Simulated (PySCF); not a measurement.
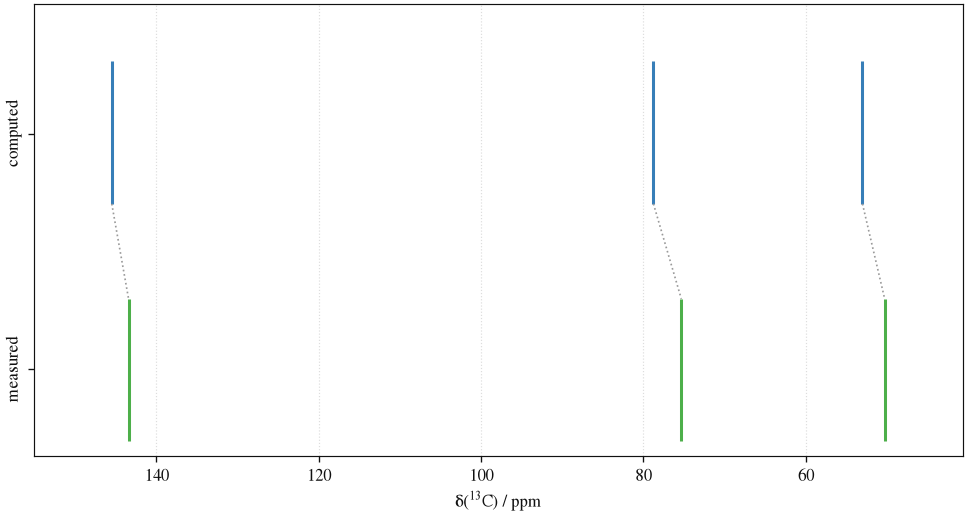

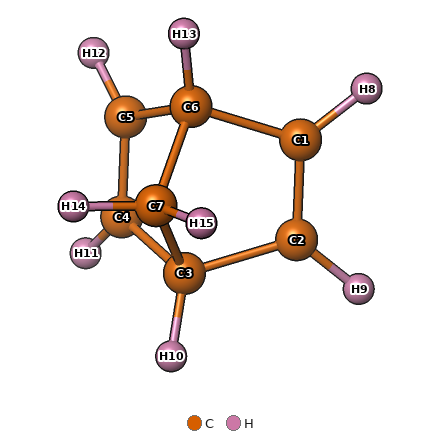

¹³C shifts of C₇H₈ (norbornadiene), SMILES C1=C[C@H]2C=C[C@@H]1C2 against TMS: GIAO PBE0/aug-cc-pVDZ (PySCF 2.14.0) for one gas-phase conformer (PBE0-D3(BJ)/def2-SVP, like atoms averaged) above, published measurements (CDCl3) below; dotted lines join the same nuclei. Only nuclei with a measured value are shown, one named for each set of like atoms.

Is the order of the signals reproduced?

Yes, no dotted lines cross.

How well does the calculation match?

Mean error 2.7 ppm, mean absolute error 2.7 ppm; the largest is 3.4 ppm, for C7.
